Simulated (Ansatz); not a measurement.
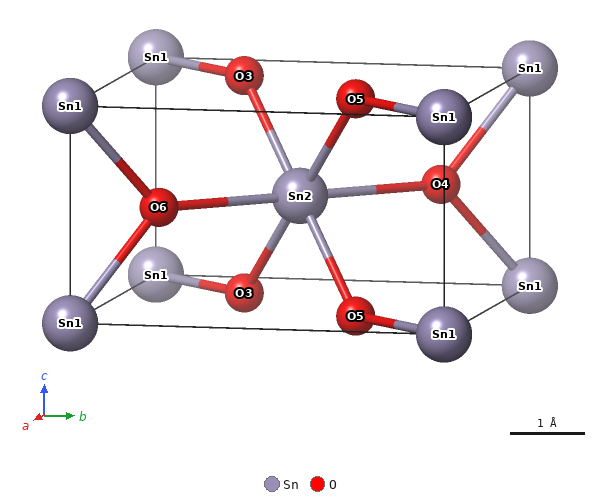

Fig. 1: The input geometry (ball-and-stick view of the cell of the calculation, seen slightly off an axis; atoms are numbered from 1 in the order of the input). An atom can appear more than once, as a periodic image. Near neighbours in the periodic cell (some may lie outside the picture): Sn has 6 O at 2.06 to 2.26 Å; O has 3 Sn at 2.06 to 2.26 Å.

## Single-point calculation of SnO$_{2}$

SnO$_{2}$ (P4₂/mnm, 6 atoms in the cell), computed with DFT, PBE, plane waves, PAW, no spin polarisation (Ansatz 0.2.0).

The structure derives from an entry of the Crystallography Open Database. Some settings of this run were made unusual or wrong on purpose. Figures and captions count atoms from 1; the log counts them from 0 in places.

Input:
```yaml
crystal:
  lattice:
    - [5.2139213958, 0.0, 0.0]
    - [0.0, 5.2139213958, 0.0]
    - [0.0, 0.0, 2.9789516654]
  atoms:
    - { symbol: Sn, position: [0.0, 0.0, 0.0] }
    - { symbol: Sn, position: [0.5, 0.5, 0.5] }
    - { symbol: O, position: [0.3066050863, 0.3066050863, 0.0] }
    - { symbol: O, position: [0.1933949137, 0.8066050863, 0.5] }
    - { symbol: O, position: [0.6933949137, 0.6933949137, 0.0] }
    - { symbol: O, position: [0.8066050863, 0.1933949137, 0.5] }
basis:
  ecutwfc: 420
kpoints:
  mp_grid: { grid: [6, 6, 8] }
hamiltonian:
  xc: pbe
scf:
  occupations: { method: gaussian, width: 0.05 }
  mixing: { algorithm: broyden, beta: 1.0, ndim: 1, preconditioner: none }
  max_iter: 50
output:
  forces: true
  eigenvalues: true
  stress: true
```

Run as:
```bash
ansatz run input.yaml --threads 2 --pin off --max-ram 5120MiB --backend cpu --events-out ev --progress --plain --runs-dir out
```

Log:
```
Engine: ansatz 0.2.0, x86_64-unknown-linux-gnu
Pseudopotentials: kind: paw
Pseudopotential: Sn, paw, valence charge 14, recommended cutoff 420 eV (normal), Sn.paw.azcp
Pseudopotential: O, paw, valence charge 6, recommended cutoff 420 eV (normal), O.paw.azcp
Functional definition: PBE
  parameter kappa = 0.804
  parameter beta = 0.06672455060314922
  exchange = pbe_x(kappa = kappa, mu = beta*pi^2/3)
  correlation = pbe_c(beta = beta)
Crystal: 6 atoms, lattice volume = 80.983 Å³
Basis set: ecut = 420 eV, 1545 PW (Γ), exchange–correlation on 72×72×40 points (8 copies of the dense FFT grid, shifted against one another)
Bands: 32, of which v1, the nominal top of the filled ones, is band 26 counted from 1 (25 counted from 0)
Symmetry: 16 space group operations
Space group: P42/mnm (ITA 136), of the structure as read, at distance tolerance 4.3e-5 Å
k-points: 50 of 288
Non-local potential: Sn, projectors of the file, l = 0: 2, l = 1: 2, l = 2: 2, l = 3: 2
Non-local potential: O, projectors of the file, l = 0: 2, l = 1: 2, l = 2: 1
PAW form: soft (Blöchl's): semilocal exchange-correlation on the pseudo side does not see the compensation charge
PAW one-centre angular grid: Sn, 590 points (default); XC on 64 Gauss nodes
PAW one-centre angular grid: O, 110 points (default); XC on 64 Gauss nodes
Initial density: superposition of atomic densities (neutral atoms: chi_scale 0, normalization atom), corrected by the library's trained network
Initial wavefunctions: pseudopotential atomic-orbital guess
Functional: x = pbe(κ = 0.804, μ = 0.2195149727645171), c = pbe(β = 0.06672455060314922)
SCF iter   1: F=—  HF=-14317.144895 eV  |F-HF|=—  |Δ(HF+E_count)|=         —  Δρ=2.18e-3  dr2=1.22e-3  ethr=1.77e-3  ⟨swp⟩=6.0  Hψ=6969  notcnv=0  defer=6
SCF iter   2: F=—  HF=-14317.147376 eV  |F-HF|=—  |Δ(HF+E_count)|=   2.48e-3  Δρ=1.76e-3  dr2=2.12e-3  ethr=2.35e-6  ⟨swp⟩=2.0  Hψ=3316  notcnv=0  defer=19  κ⁻¹=1.0e0(r=1)
SCF iter   3: F=—  HF=-14317.146817 eV  |F-HF|=—  |Δ(HF+E_count)|=   5.59e-4  Δρ=5.98e-4  dr2=2.10e-4  ethr=2.35e-6  ⟨swp⟩=3.0  Hψ=3233  notcnv=0  defer=19  κ⁻¹=1.0e0(r=1)
SCF iter   4: F=—  HF=-14317.146756 eV  |F-HF|=—  |Δ(HF+E_count)|=   6.02e-5  Δρ=4.36e-5  dr2=7.26e-7  ethr=4.04e-7  ⟨swp⟩=2.0  Hψ=2170  notcnv=0  defer=3  κ⁻¹=1.0e0(r=1)
automatic band count: iteration 4 solves 31 bands in place of 32: the levels show a gap, and the empty bands left out lie too high to hold charge; the band table lists the bands solved (type scf.n_extra_bands for more)
SCF iter   5: F=—  HF=-14317.146758 eV  |F-HF|=—  |Δ(HF+E_count)|=   1.41e-6  Δρ=2.09e-5  dr2=3.62e-7  ethr=1.92e-10  ⟨swp⟩=9.2  Hψ=7978  notcnv=0  κ⁻¹=1.0e0(r=1)
SCF iter   6: F=—  HF=-14317.146758 eV  |F-HF|=—  |Δ(HF+E_count)|=  8.13e-10  Δρ=3.17e-5  dr2=6.55e-7  ethr=6.97e-10  ⟨swp⟩=2.8  Hψ=2913  notcnv=0  κ⁻¹=1.0e0(r=1)
SCF iter   7: F=-14317.146758 eV  HF=-14317.146758 eV  |F-HF|=5.29e-8  |Δ(HF+E_count)|=   1.66e-7  Δρ=1.03e-5  dr2=5.38e-8  ethr=1.92e-10  ⟨swp⟩=4.8  Hψ=6821  notcnv=0
SCF 1 converged in 7 iterations: F = -14317.146758 eV  dr2 = 5.38e-8
  greatest PAW one-centre occupation: 0.996 electrons in one spin orbital (limit 2), on the Sn atom at site 1 (counted from 0), in its partial waves of l = 2
```

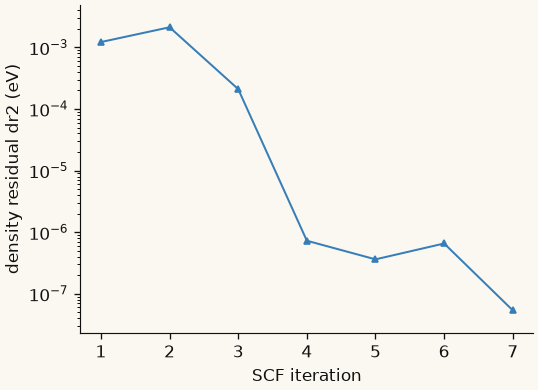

Fig. 2: Convergence of the self-consistent field: density residual dr2 against the SCF iteration. The residual falls almost steadily, with no more than small rises.

```
SCF converged after 7 iterations
Stability not checked: this state was not tested for a lower state beside it, because the mixer in use, unlike msr1, does not test its closes by its own steps (another_mixer; see scf.mixing.algorithm and scf.lower_state_search)
Free energy (F): -14317.146758 eV
Harris-Foulkes:  -14317.146758 eV  (|F-HF|=5.29e-8)
Internal energy: -14317.146758 eV  (E = F + TS)
E sigma→0 (E₀):  -14317.146758 eV
Fermi energy:    7.940103 eV
--- Per-component energies (eV) ---
  E_band       = -212.539363
  E_kinetic    = 1073.620373
  E_local      = -3254.932882  (includes V_loc(G=0)·N_el)
  E_nonlocal   = 133.077261
  E_hartree    = 1640.980105
  E_xc         = -1052.819944
  E_vxc        = -560.816494  (∫ρ·V_xc dr)
  E_paw        = -8925.665960  (= ΣΔE_a)
  E_vpaw       = -885.442006  (= ΣTr[D̂ρ^β])
  E_aug_tail   = 0.009614  (compensation charges beyond the density's cutoff)
  E_ewald      = -3931.415325
  E_smearing   = -0.000000  (= −TS)
  E_closure    = -0.000000  (closes the sum)
  Σ components = -14317.146758   (vs F -14317.146758, Δ=0.00e0)
--- Forces (eV/Å), atoms counted from 1 ---
  atom   1  Sn     0.00000000    -0.00000000     0.00000000
  atom   2  Sn     0.00000000     0.00000000     0.00000000
  atom   3  O      0.27649928     0.27649928     0.00000000
  atom   4  O     -0.27649928     0.27649928     0.00000000
  atom   5  O     -0.27649928    -0.27649928     0.00000000
  atom   6  O      0.27649928    -0.27649928     0.00000000
  max |Σ_I F_I| component: 5.55e-17 eV/Å
--- Stress (GPa, compression-positive) ---
      -12.502346       0.000000       0.000000
        0.000000     -12.502346       0.000000
        0.000000       0.000000      16.203761
  P = ⅓ Tr σ = -2.9336 GPa (-29.336 kbar)
--- Band table (eV; the first three rows and the last of 50) ---
  k-point 0: bands = ["-13.4828", "-13.1400", "-12.6916", "-12.6032", "-12.6032", "-12.5502", "-12.5451", "-12.5302", "-12.5302", "-12.5092", "-10.6600", "-9.3672", "-9.3672", "-8.3375", "-0.3079", "3.5154", "3.5154", "4.8243", "4.9763", "5.0453", "6.0826", "6.7470", "6.7470", "6.8475", "6.8475", "7.5924", "8.2878", "13.7493", "14.1245", "14.1245", "17.3137"]
  k-point 1: bands = ["-13.3903", "-13.0362", "-12.7714", "-12.7714", "-12.6568", "-12.5587", "-12.5587", "-12.5444", "-12.5351", "-12.5066", "-10.5836", "-9.0977", "-9.0977", "-8.3800", "-0.2420", "3.6933", "3.6933", "4.6160", "4.6775", "5.0865", "5.1836", "6.1689", "6.1689", "6.8565", "6.8565", "7.5182", "9.2364", "13.9147", "14.6791", "14.6791", "17.0309"]
  k-point 2: bands = ["-13.1587", "-13.1132", "-13.1132", "-12.7999", "-12.6187", "-12.6187", "-12.5633", "-12.5298", "-12.5092", "-12.5010", "-10.3381", "-8.5338", "-8.5020", "-8.5020", "-0.0441", "3.3590", "3.9768", "4.1271", "4.1271", "4.5944", "5.0344", "5.0344", "5.4008", "6.8440", "6.8440", "7.2909", "10.5844", "13.9539", "15.7168", "15.7168", "16.0285"]
  k-point 49: bands = ["-13.5002", "-13.5002", "-12.7242", "-12.7242", "-12.7015", "-12.7015", "-12.4996", "-12.4996", "-12.3798", "-12.3798", "-9.2926", "-9.2926", "-7.7374", "-7.7374", "0.4689", "0.4689", "3.0982", "3.0982", "4.6151", "4.6151", "5.2623", "5.2623", "6.7327", "6.7327", "6.8271", "6.8271", "11.3150", "11.3150", "15.6958", "15.6958", "16.9738"]
```

What the run reported:

```tsv
quantity	value
outcome	converged
space group (tolerance 0.01 Å)	P4₂/mnm (136)
electrons treated	52
free energy	−14317.1468 eV
Fermi energy	7.940 eV
gap on the k-point mesh	0.70 eV
pressure	−2.93 GPa
largest force (length of the vector)	0.391 eV/Å
hardware	2 threads of AMD EPYC (Zen 3), 189 GiB of memory available, shared host
wall time	8.5 s (CPU time 16 s)
peak memory	0.41 GiB
```

What went wrong:

The input was spoiled on purpose: mixing far too strong (`scf.mixing`). Undamped mixing lets the charge slosh. The run converged all the same; its numbers are those of the faulty input and shouldn't be used.
